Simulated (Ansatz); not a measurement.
## Single-point calculation of MnO2 (part 2 of 2)

Continued. System: MnO2 (P4₂/mnm, 6 atoms in the cell). Method: DFT PBEsol+U, scalar-relativistic, plane waves, PAW, Ueff = 2 eV on Mn atom 1 d; Ueff = 2 eV on Mn atom 2 d, spin-polarised (Ansatz 0.2.0); cutoff 420 eV, 4×4×7 k-mesh, Gaussian smearing of 0.05 eV, collinear spins. The structure derives from an entry of the Crystallography Open Database. It belongs to a series of runs on one base structure; here: random orbitals: harmonics, high filling.

Geometry of the input (Å; fractional positions):
```
4.3960  0.0000  0.0000
0.0000  4.3960  0.0000
0.0000  0.0000  2.8710
Mn 0.0000  0.0000  0.0000
Mn 0.5000  0.5000  0.5000
O  0.3020  0.3020  0.0000
O  0.1980  0.8020  0.5000
O  0.6980  0.6980  0.0000
O  0.8020  0.1980  0.5000
```

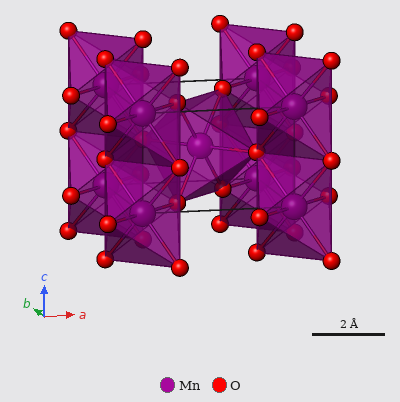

Fig. 1: The structure (polyhedral view of the cell of the calculation, seen slightly off an axis; polyhedra are completed across the faces of the cell).

### Log, continued
```
SCF iter   1: F=—  HF=-9976.512034 eV  |F-HF|=—  |Δ(HF+E_count)|=         —  Δρ=1.12e-1 (↑1.12e-1 ↓1.10e-1)  dr2=2.50e1  dr2_m=3.60e-1  M=-0.131 μB ∫|m|=5.247 μB  β_m=0.30  ethr=3.10e-3  ⟨swp⟩=5.5  Hψ=10084  notcnv=0  defer=5
preconditioner: auto → Resta (q_TF=auto, 2.716 Å⁻¹)  ε∞=9.3  [insulator: Δε(μ)=0.068 eV  Ē_g=10.650 eV  σ=0.050 eV  W_gap=0.66  n_scr=18 (ndim 8)  ℏωp=30.7 eV  f_vac=0.000  D(μ)=2.54/eV (n_scr^D=22)  ε∞_Penn≈9.3]
spin=Collinear: Resta preconditioning applied to the charge; magnetization (m = ρ↑ − ρ↓) channel mixes plain (no charge-response kernel on spin).
SCF iter   2: F=—  HF=-9975.545569 eV  |F-HF|=—  |Δ(HF+E_count)|=   9.66e-1  Δρ=7.27e-2 (↑6.50e-2 ↓7.27e-2)  dr2=6.12e0  dr2_m=4.07e-1  M=-0.000 μB ∫|m|=5.933 μB  β_m=1.00  ethr=3.10e-3  ⟨swp⟩=3.0  Hψ=6767  notcnv=0  defer=156
preconditioner: auto → Kerker (q_TF=auto, 2.716 Å⁻¹)  [metal: Δε(μ)=0.025 eV  Ē_g=11.698 eV  σ=0.050 eV  W_gap=0.26  n_scr=18 (ndim 8)  ℏωp=30.7 eV  f_vac=0.000  D(μ)=1.08/eV (n_scr^D=4)]
spin=Collinear: Kerker preconditioning applied to the charge; magnetization (m = ρ↑ − ρ↓) channel mixes plain (no charge-response kernel on spin).
SCF iter   3: F=—  HF=-9975.095169 eV  |F-HF|=—  |Δ(HF+E_count)|=   4.50e-1  Δρ=2.97e-2 (↑2.80e-2 ↓2.97e-2)  dr2=1.01e0  dr2_m=9.45e-3  M=-0.000 μB ∫|m|=6.017 μB  β_m=1.00  ethr=3.10e-3  ⟨swp⟩=3.5  Hψ=6082  notcnv=0  defer=158
SCF iter   4: F=—  HF=-9975.588390 eV  |F-HF|=—  |Δ(HF+E_count)|=   4.93e-1  Δρ=3.55e-2 (↑3.55e-2 ↓3.41e-2)  dr2=2.36e0  dr2_m=1.18e-2  M=-0.031 μB ∫|m|=5.946 μB  β_m=0.30  ethr=1.87e-3  ⟨swp⟩=3.1  Hψ=5965  notcnv=0  defer=160
SCF iter   5: F=—  HF=-9975.365666 eV  |F-HF|=—  |Δ(HF+E_count)|=   2.23e-1  Δρ=6.55e-3 (↑6.36e-3 ↓6.55e-3)  dr2=5.26e-2  dr2_m=2.07e-3  M=0.001 μB ∫|m|=6.024 μB  β_m=1.00  ethr=1.87e-3  ⟨swp⟩=2.7  Hψ=4931  notcnv=0  defer=159
SCF iter   6: F=—  HF=-9975.406383 eV  |F-HF|=—  |Δ(HF+E_count)|=   4.07e-2  Δρ=5.04e-3 (↑4.96e-3 ↓5.04e-3)  dr2=4.06e-2  dr2_m=9.62e-5  M=0.000 μB ∫|m|=6.033 μB  β_m=1.00  ethr=9.73e-5  ⟨swp⟩=2.0  Hψ=3529  notcnv=0  defer=158
Mixer restart at iter 6: flushing history
SCF iter   7: F=—  HF=-9976.697312 eV  |F-HF|=—  |Δ(HF+E_count)|=         —  Δρ=7.42e-3 (↑6.02e-3 ↓7.42e-3)  dr2=5.41e-2  dr2_m=5.27e-3  M=0.010 μB ∫|m|=6.039 μB  β_m=0.30  ethr=7.52e-5  ⟨swp⟩=2.2  Hψ=4490  notcnv=0  defer=158
SCF iter   8: F=—  HF=-9977.408246 eV  |F-HF|=—  |Δ(HF+E_count)|=   7.11e-1  Δρ=7.23e-3 (↑4.98e-3 ↓7.23e-3)  dr2=1.75e-2  dr2_m=9.23e-3  M=0.002 μB ∫|m|=6.025 μB  β_m=0.30  ethr=7.52e-5  ⟨swp⟩=2.1  Hψ=4186  notcnv=0  defer=158
SCF iter   9: F=—  HF=-9977.784754 eV  |F-HF|=—  |Δ(HF+E_count)|=   3.77e-1  Δρ=6.16e-3 (↑4.67e-3 ↓6.16e-3)  dr2=5.82e-3  dr2_m=1.03e-2  M=0.010 μB ∫|m|=6.010 μB  β_m=0.30  ethr=3.24e-5  ⟨swp⟩=2.5  Hψ=4640  notcnv=0  defer=158
SCF iter  10: F=—  HF=-9977.984534 eV  |F-HF|=—  |Δ(HF+E_count)|=   2.00e-1  Δρ=4.75e-3 (↑3.95e-3 ↓4.75e-3)  dr2=1.83e-3  dr2_m=8.94e-3  M=0.013 μB ∫|m|=5.991 μB  β_m=0.30  ethr=1.08e-5  ⟨swp⟩=2.5  Hψ=5300  notcnv=0  defer=158
SCF iter  11: F=—  HF=-9978.092590 eV  |F-HF|=—  |Δ(HF+E_count)|=   1.08e-1  Δρ=4.06e-3 (↑4.06e-3 ↓3.71e-3)  dr2=4.09e-4  dr2_m=7.47e-3  M=0.011 μB ∫|m|=5.977 μB  β_m=0.30  ethr=3.38e-6  ⟨swp⟩=2.0  Hψ=5238  notcnv=0  defer=158
SCF iter  12: F=—  HF=-9978.152810 eV  |F-HF|=—  |Δ(HF+E_count)|=   6.02e-2  Δρ=4.75e-3 (↑3.02e-3 ↓4.75e-3)  dr2=3.58e-3  dr2_m=6.68e-3  M=0.009 μB ∫|m|=5.963 μB  β_m=0.30  ethr=7.58e-7  ⟨swp⟩=2.0  Hψ=5462  notcnv=0  defer=158
SCF iter  13: F=—  HF=-9978.185017 eV  |F-HF|=—  |Δ(HF+E_count)|=   3.22e-2  Δρ=3.52e-3 (↑2.90e-3 ↓3.52e-3)  dr2=2.90e-4  dr2_m=5.14e-3  M=0.006 μB ∫|m|=5.954 μB  β_m=0.30  ethr=7.58e-7  ⟨swp⟩=2.0  Hψ=5282  notcnv=0  defer=158
SCF iter  14: F=—  HF=-9978.203431 eV  |F-HF|=—  |Δ(HF+E_count)|=   1.84e-2  Δρ=3.28e-3 (↑2.43e-3 ↓3.28e-3)  dr2=7.23e-4  dr2_m=3.95e-3  M=0.005 μB ∫|m|=5.946 μB  β_m=0.30  ethr=5.38e-7  ⟨swp⟩=2.0  Hψ=4508  notcnv=0  defer=158
SCF iter  15: F=—  HF=-9978.213652 eV  |F-HF|=—  |Δ(HF+E_count)|=   1.02e-2  Δρ=2.44e-3 (↑2.33e-3 ↓2.44e-3)  dr2=1.12e-5  dr2_m=2.90e-3  M=0.004 μB ∫|m|=5.940 μB  β_m=0.30  ethr=5.38e-7  ⟨swp⟩=2.0  Hψ=4731  notcnv=0  defer=158
Mixer restart at iter 15: flushing history
spin-set hold released at iteration 15 (site moments' squared step at or under half its running peak, from the soft ceiling on): the magnetisation degrees of freedom join the quasi-Newton model from the next iteration; the mixer history was flushed
SCF iter  16: F=—  HF=-9978.219656 eV  |F-HF|=—  |Δ(HF+E_count)|=   6.00e-3  Δρ=2.23e-3 (↑1.94e-3 ↓2.23e-3)  dr2=4.86e-5  dr2_m=2.18e-3  M=0.003 μB ∫|m|=5.934 μB  β_m=0.58  ethr=2.07e-8  ⟨swp⟩=2.0  Hψ=4915  notcnv=0  defer=158
SCF iter  17: F=—  HF=-9978.228313 eV  |F-HF|=—  |Δ(HF+E_count)|=   8.66e-3  Δρ=7.84e-4 (↑7.84e-4 ↓7.38e-4)  dr2=2.27e-4  dr2_m=2.10e-4  M=0.000 μB ∫|m|=5.913 μB  β_m=0.76  ethr=2.07e-8  ⟨swp⟩=3.0  Hψ=6738  notcnv=0  defer=158
SCF iter  18: F=—  HF=-9978.228567 eV  |F-HF|=—  |Δ(HF+E_count)|=   2.54e-4  Δρ=8.32e-4 (↑5.79e-4 ↓8.32e-4)  dr2=8.61e-4  dr2_m=2.34e-5  M=0.000 μB ∫|m|=5.906 μB  β_m=0.61  ethr=2.07e-8  ⟨swp⟩=3.3  Hψ=6872  notcnv=0  defer=158
SCF iter  19: F=—  HF=-9978.228454 eV  |F-HF|=—  |Δ(HF+E_count)|=   1.13e-4  Δρ=1.85e-4 (↑1.85e-4 ↓9.32e-5)  dr2=8.98e-6  dr2_m=7.48e-6  M=0.000 μB ∫|m|=5.907 μB  β_m=0.79  ethr=2.07e-8  ⟨swp⟩=3.2  Hψ=5583  notcnv=0  defer=158
SCF iter  20: F=—  HF=-9978.228458 eV  |F-HF|=—  |Δ(HF+E_count)|=   4.26e-6  Δρ=7.29e-5 (↑5.16e-5 ↓7.29e-5)  dr2=4.38e-6  dr2_m=1.08e-6  M=0.000 μB ∫|m|=5.906 μB  β_m=0.85  ethr=1.66e-8  ⟨swp⟩=2.1  Hψ=4238  notcnv=0  defer=158
SCF iter  21: F=—  HF=-9978.228459 eV  |F-HF|=—  |Δ(HF+E_count)|=   4.21e-7  Δρ=5.02e-5 (↑5.02e-5 ↓4.28e-5)  dr2=3.04e-6  dr2_m=2.36e-7  M=-0.000 μB ∫|m|=5.906 μB  β_m=0.76  ethr=8.11e-9  ⟨swp⟩=2.0  Hψ=4561  notcnv=0  defer=158
SCF iter  22: F=—  HF=-9978.228458 eV  |F-HF|=—  |Δ(HF+E_count)|=   2.00e-7  Δρ=2.70e-5 (↑2.01e-5 ↓2.70e-5)  dr2=8.47e-7  dr2_m=6.00e-8  M=0.000 μB ∫|m|=5.906 μB  β_m=0.66  ethr=5.63e-9  ⟨swp⟩=2.6  Hψ=4434  notcnv=0  defer=158
SCF iter  23: F=-9978.228458 eV  HF=-9978.228458 eV  |F-HF|=3.78e-8  |Δ(HF+E_count)|=   1.17e-7  Δρ=8.95e-6 (↑4.97e-6 ↓8.95e-6)  dr2=5.76e-8  dr2_m=1.41e-8  M=0.000 μB ∫|m|=5.906 μB  ethr=1.85e-10  ⟨swp⟩=12.1  Hψ=18537  notcnv=0
WARN: hamiltonian.hubbard: on 2 of 4 specified blocks the occupation matrix of this SCF's result fails the test of the specified filling. At site 0 ↑ (sites count from 0 in the list of atoms of the cell that this SCF solves) the least filled combination of the orbitals specified full has occupation 0.466, and the fullest combination of the orbitals specified empty has occupation 0.986; the filling counts as kept where the first is at least 0.75 and exceeds the second by more than 0.25. The same holds at site 1 ↓. The state of this SCF's result may not hold the specified filling, though these bounds can also misjudge a state that does. This warning does not say which state is lower in energy, or whether the specified filling is a self-consistent state at all; see hamiltonian.hubbard.sites[].starting_ns, Limitations, and scf.initial_density.shell_occupations in the input reference
SCF 1 converged in 23 iterations: F = -9978.228458 eV  dr2 = 5.76e-8
  greatest PAW one-centre occupation: 1.000 electrons in one spin orbital (limit 2), on the Mn atom at site 1 (counted from 0), in its partial waves of l = 0
SCF converged after 23 iterations
Magnetization: 0.0000 μB (27.0000 up, 27.0000 down)
Absolute magnetization: 5.9218 μB (∫|ρ↑−ρ↓|, with the PAW one-centre terms)
Spin contamination: 2.9444 ħ² per cell (⟨S²⟩ above its minimum at these occupations)
Per-site moments (μB) at R_I (Å): [(2.3963874321687633, 0.7744679606293791), (-2.3963183568658533, 0.7744679606293791), (-0.02448686326074632, 0.7744679606293791), (0.024445424188986525, 0.7744679606293791), (-0.024486863260746165, 0.7744679606293793), (0.024445424188986473, 0.7744679606293791)]
Free energy (F): -9978.228458 eV
Harris-Foulkes:  -9978.228458 eV  (|F-HF|=3.78e-8)
Internal energy: -9978.228268 eV  (E = F + TS)
E sigma→0 (E₀):  -9978.228363 eV
Entropy (-TS):   -0.000190 eV (-0.032 meV/atom)
Fermi energy:    10.703713 eV
--- Per-component energies (eV) ---
  E_band       = -592.952735
  E_kinetic    = 1296.441032
  E_local      = -5436.209176  (includes V_loc(G=0)·N_el)
  E_nonlocal   = 667.956714
  E_hartree    = 2129.931149
  E_xc         = -515.602311
  E_vxc        = -662.209157  (∫ρ·V_xc dr)
  E_hubbard    = 2.786974  (on-site DFT+U / exact-exchange correction)
  E_vhub       = -4.558191  (the Hubbard potential's part of the band-sum identity)
  E_paw        = -3137.366766  (= ΣΔE_a)
  E_vpaw       = -714.237643  (= ΣTr[D̂ρ^β])
  E_aug_tail   = 0.009798  (compensation charges beyond the density's cutoff)
  E_ewald      = -4986.656134
  E_core_change = 0.480452  (= ΣΔE_core)
  E_smearing   = -0.000190  (= −TS)
  E_closure    = 0.000000  (closes the sum)
  Σ components = -9978.228458   (vs F -9978.228458, Δ=0.00e0)
--- Specified on-site occupations, and those of the state reported ---
  electrons in the specified blocks: 6.1000 specified, 10.1322 found
  site 0 (l=d) ↑: largest change of an orbital's occupation 0.9656; electrons 2.9500 specified, 3.8984 found; spectral distance 0.6370
  site 1 (l=d) ↓: largest change of an orbital's occupation 0.7742; electrons 2.9500 specified, 3.8984 found; spectral distance 0.6369
  site 1 (l=d) ↑: largest change of an orbital's occupation 0.3196; electrons 0.1000 specified, 1.1677 found; spectral distance 0.5183
  site 0 (l=d) ↓: largest change of an orbital's occupation 0.3196; electrons 0.1000 specified, 1.1677 found; spectral distance 0.5183
--- Forces (eV/Å), atoms counted from 1 ---
  atom   1  Mn     0.00000000     0.00000000     0.00000000
  atom   2  Mn     0.00000000     0.00000000     0.00000000
  atom   3  O      0.34123429     0.34122758     0.00000000
  atom   4  O     -0.34117723     0.34116721     0.00000000
  atom   5  O     -0.34123429    -0.34122758     0.00000000
  atom   6  O      0.34117723    -0.34116721     0.00000000
  max |Σ_I F_I| component: 5.55e-17 eV/Å
--- Stress (GPa, compression-positive) ---
       -3.235687      -0.000884       0.000000
       -0.000802      -3.235607       0.000000
        0.000000       0.000000      -4.418631
  P = ⅓ Tr σ = -3.6300 GPa (-36.300 kbar)
--- Band table (eV; the first three rows and the last of 80) ---
  k-point 0 ↑: bands = ["-71.0533", "-67.9748", "-39.9210", "-39.8415", "-39.7741", "-36.8908", "-36.8220", "-36.8143", "-9.0430", "-7.0868", "-6.7847", "-6.7317", "2.7346", "3.7542", "4.0984", "5.0412", "5.4767", "6.7853", "6.8708", "7.3425", "7.5470", "7.5672", "8.5360", "9.2301", "9.7428", "9.7981", "10.4338", "10.7581", "11.4288", "12.2626", "13.1041", "13.9538", "14.6876", "15.4266", "18.5295", "21.6250"]
  k-point 1 ↑: bands = ["-71.0515", "-67.9731", "-39.9418", "-39.8383", "-39.7726", "-36.9150", "-36.8202", "-36.8102", "-8.8421", "-7.0346", "-6.8165", "-6.7551", "3.0235", "3.9147", "4.3220", "4.9298", "5.0994", "6.4623", "7.2369", "7.2413", "7.3488", "7.4889", "8.5362", "8.7917", "9.1684", "9.9013", "10.2094", "10.9794", "11.7851", "12.6421", "13.0025", "13.6464", "14.3789", "15.1279", "19.1759", "22.4652"]
  k-point 2 ↑: bands = ["-71.0477", "-67.9689", "-39.9880", "-39.8312", "-39.7691", "-36.9692", "-36.8162", "-36.8011", "-8.3107", "-6.9811", "-6.8901", "-6.8097", "3.7617", "4.2802", "4.6783", "4.9488", "4.9875", "5.3701", "6.4788", "6.9483", "7.6289", "7.7256", "8.1692", "8.3259", "8.3448", "9.7658", "10.1526", "11.3949", "12.2397", "12.7791", "13.1167", "13.2650", "14.0491", "14.3566", "20.7118", "24.2259"]
  k-point 39 ↓: bands = ["-71.0446", "-67.9653", "-40.0245", "-39.8255", "-39.7663", "-37.0124", "-36.8133", "-36.7940", "-7.2490", "-7.1982", "-7.0970", "-7.0016", "3.7244", "3.9619", "4.1297", "4.5877", "5.2022", "5.9874", "6.2596", "6.5428", "6.7377", "7.8109", "8.3242", "8.7075", "9.3203", "9.8017", "9.9595", "12.3215", "12.3728", "12.4394", "12.6847", "13.1106", "14.0662", "14.4107", "22.4297", "22.5097"]
Occupation matrices written to [file]
--- Löwdin populations: 6 sites ---
  site symbol       q [e]    m [muB]
     0     Mn     13.6234     2.7216
     1     Mn     13.6233    -2.7215
     2      O      6.6370    -0.0337
     3      O      6.6369     0.0337
     4      O      6.6370    -0.0337
     5      O      6.6369     0.0337
  spilling = 0.003805 (of n_electrons = 54.000000)
--- Occupation matrices: 2 shells (run DFT+U table (all-electron-ortho-atomic); ε = 6.56e-3) ---
  Mn0 d_3D: site group D2h (mmm)
  Mn0 d_3D up     Tr n = 3.8984  λ = 0.466 0.474 0.986 0.986 0.987  [xy 0.72 Ag(1.00) | xz 0.50 B3g(1.00) | 3× x2-y2 0.33 Ag(0.33)]
  Mn0 d_3D dn     Tr n = 1.1677  λ = 0.100 0.185 0.215 0.328 0.340  [z2 0.74 Ag(1.00) | yz 0.50 B2g(1.00) | x2-y2 1.00 B1g(1.00) | xy 0.74 Ag(1.00) | xz 0.50 B3g(1.00)]
  specified occupation → Mn0 d_3D up: matrix, ‖Δ‖_F = 1.1801, Tr Δ = -0.9484, displaced = 0.9780, d_λ = 0.6370; orbital distance = 1.4142
  specified occupation → Mn0 d_3D dn: matrix, ‖Δ‖_F = 0.5183, Tr Δ = -1.0677, displaced = 0.5338, d_λ = 0.5183; orbital distance = 0.0000
  Mn1 d_3D: site group D2h (mmm)
  Mn1 d_3D up     Tr n = 1.1677  λ = 0.100 0.185 0.215 0.328 0.340  [z2 0.74 Ag(1.00) | xz 0.50 B2g(1.00) | x2-y2 1.00 B1g(1.00) | xy 0.74 Ag(1.00) | yz 0.50 B3g(1.00)]
  Mn1 d_3D dn     Tr n = 3.8984  λ = 0.466 0.474 0.986 0.986 0.987  [xy 0.72 Ag(1.00) | yz 0.50 B3g(1.00) | 3× x2-y2 0.33 Ag(0.33)]
  specified occupation → Mn1 d_3D up: matrix, ‖Δ‖_F = 0.5183, Tr Δ = -1.0677, displaced = 0.5339, d_λ = 0.5183; orbital distance = 0.0000
  specified occupation → Mn1 d_3D dn: matrix, ‖Δ‖_F = 1.0798, Tr Δ = -0.9484, displaced = 0.9752, d_λ = 0.6369; orbital distance = 1.2464
  Tr n, λ and their labels are of the run-group-symmetrised matrices; stabiliser: 16 of 32 elements of G0×{1,Θ} (closed), max defect 4.5e-5 at τ = 1.4e-3
```

### Key numbers

| quantity | value |
| --- | --- |
| outcome | converged |
| space group (tolerance 0.01 Å) | P4₂/mnm (136) |
| electrons treated | 54 |
| free energy | −9978.2285 eV |
| Fermi energy | 10.704 eV |
| gap on the k-point mesh | 0.10 eV |
| net moment of the cell | 0.00 μB |
| integrated absolute moment | 5.92 μB |
| pressure | −3.63 GPa |
| largest force (length of the vector) | 0.483 eV/Å |
| hardware | 4 threads of Arm Neoverse V1, 24 GiB of memory available, shared host |
| wall time | 7.7 s (CPU time 29 s) |
| peak memory | 0.5 GiB |

### Notes

The program warns: the typed occupations were not kept; the occupation matrices lower the symmetry.
